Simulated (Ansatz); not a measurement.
MoS (slab)

Input file:

```
crystal:
  lattice:
    - [3.1415002775, 0.0, 0.0]
    - [-1.5707501387, 2.7206190463, 0.0]
    - [0.0, 0.0, 32.3373047485]
  atoms:
    - { symbol: Mo, position: [0.0, 0.0, 0.2319302755] }
    - { symbol: S, position: [0.3333333333, 0.6666666667, 0.2801126212] }
    - { symbol: S, position: [0.3333333333, 0.6666666667, 0.7198873788] }
    - { symbol: Mo, position: [0.0, 0.0, 0.7680697245] }
basis:
  ecutwfc: 420
kpoints:
  mp_grid: { grid: [9, 9, 1] }
hamiltonian:
  xc: pbesol
scf:
  occupations: { method: gaussian, width: 0.05 }
output:
  forces: true
  eigenvalues: true
  write_density: true
  write_potential: true
  elf: true
  volumetric_format: npy
relax:
  adjacent_minimum: "off"
  f_tol: 0.02
  max_steps: 60
efield:
  axis: 3
  dipole_correction: true
  ramp_width: 0.04
```

Command:

```sh
ansatz run input.yaml --threads 1 --pin off --max-ram 2560MiB --backend cpu --events-out ev --progress --plain --runs-dir out
```

The fields are those of the relaxed geometry.

Computed without spin polarisation.

Method: DFT PBEsol, scalar-relativistic, plane waves, PAW in Ansatz.

The density is the valence pseudo-density of a PAW calculation; it isn't the true density close to the nuclei.

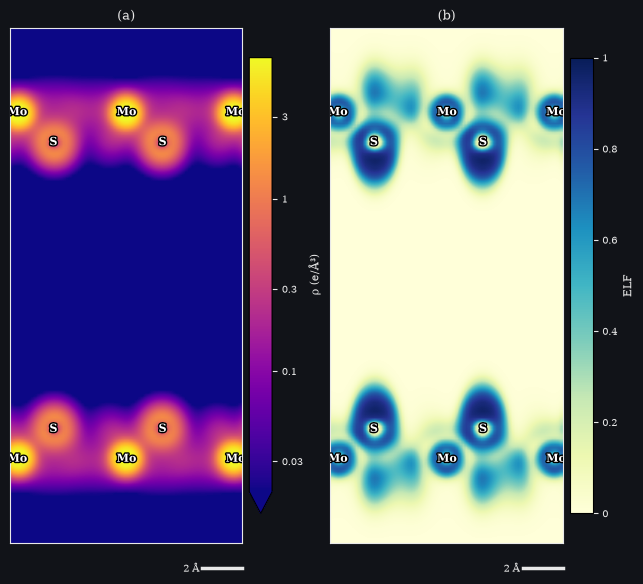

Figure 1. (a) valence pseudo-density; (b) ELF on the (110) plane of the calculation cell, a cut from vacuum to vacuum.

Describe what can be read from this map.

Answer. The section cuts through Mo and S sites.
Mo–S (2.35 Å): ρ at the midpoint is about 0.67 e/Å³; the ELF peaks at about 0.85 in the valence shell of S, 0.8 Å from its nucleus, and is about 0.45 at the midpoint.
The density dies away to nearly zero in the vacuum.
The features right at Mo lie inside the PAW spheres, where the map follows smoothed inner orbitals and isn't to be read closely.

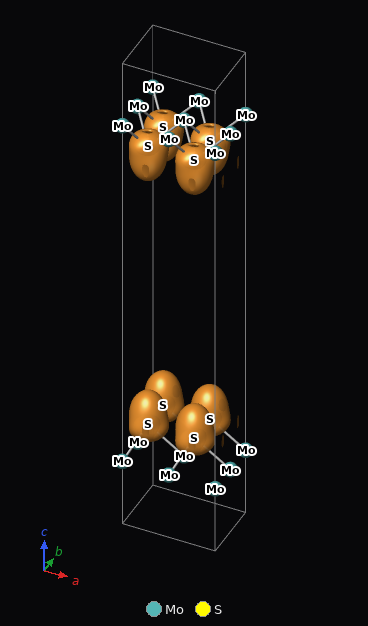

Figure 2. Isosurface of the ELF at 0.75 (orange), seen slightly off an axis. Core shells and regions of very low density are left out. Sticks mark near contacts.

What do the ELF domains correspond to?

Answer. At this value the surface marks out two regions wrapped around S (the valence shell of each), counted in one cell of 4 atoms. Counts are for one cell; the picture repeats the cell along the surface.
